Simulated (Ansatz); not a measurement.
System: Ag, space group Im-3m (No. 229) (one of a set of cubic test structures, which need not be the stable phase).

Input of one of the runs behind the figure:
```
crystal:
  lattice:
    - [-1.650966070316, 1.650966070316, 1.650966070316]
    - [1.650966070316, -1.650966070316, 1.650966070316]
    - [1.650966070316, 1.650966070316, -1.650966070316]
  atoms:
    - { symbol: Ag, position: [0, 0, 0] }
kpoints:
  mp_grid: { grid: [16, 16, 16] }
hamiltonian:
  xc: pbe
  pseudopotentials:
    kind: paw
    azcp:
      Ag: "pseudopotentials/pbe/paw/ansatz_paw_generated_hard_1/Ag.paw.azcp"
scf:
  occupations: { method: fermi_dirac, width: 0.061225619053 }
  convergence: { dr2_threshold: "1e-9 eV" }
  max_iter: 300
output:
  forces: true
  stress: true
```

Run as:
```bash
ansatz run input.yaml --threads 1
```

Computed with Ansatz 0.2.0 development build: equation of state of a cubic crystal from periodic Kohn-Sham density functional theory without spin, third-order Birch-Murnaghan fit to the free energies; pressure corrected for the finite basis. Level: PBE.

- structure type: bcc
- atoms in cell: 1
- space group number: 229
- lattice centring: body-centred primitive
- k mesh: 16×16×16
- occupation method: Fermi–Dirac
- occupation width: 0.06123 eV
- wave cutoff: 700 eV
- datasets: hard PAW
- density tolerance: 1e−09 eV
- bands: 14
- density cutoff ratio: 4
- search for lower states: default

What does the calculation give for the energy above the lowest point against volume? The volume takes the values 16.92, 17.28, 17.64, 18.00, 18.36, 18.72, 19.08 Å³/atom.

A third-order Birch–Murnaghan fit gives V0 = 18.02 Å³/atom, B0 = 86.8 GPa and B′ = 5.5. The energy above the lowest point is 20.7 meV/atom at volume 16.92 Å³/atom and 15.0 meV/atom at 19.08 Å³/atom; the lowest computed point is at volume 18.00 Å³/atom (0.0 meV/atom), in a single well.

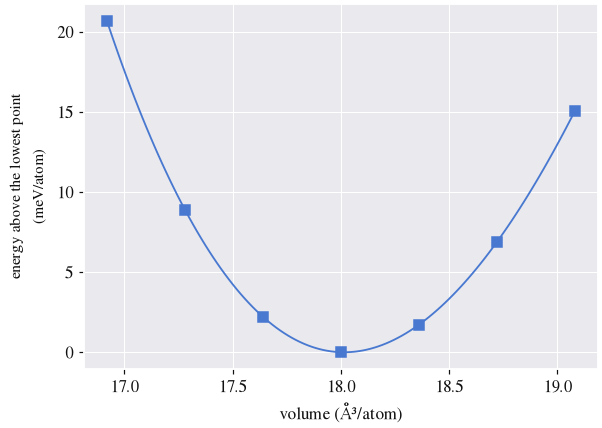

Keep in mind: cubic model structure, not the ambient form; modest k-mesh, values are not fully converged in k.
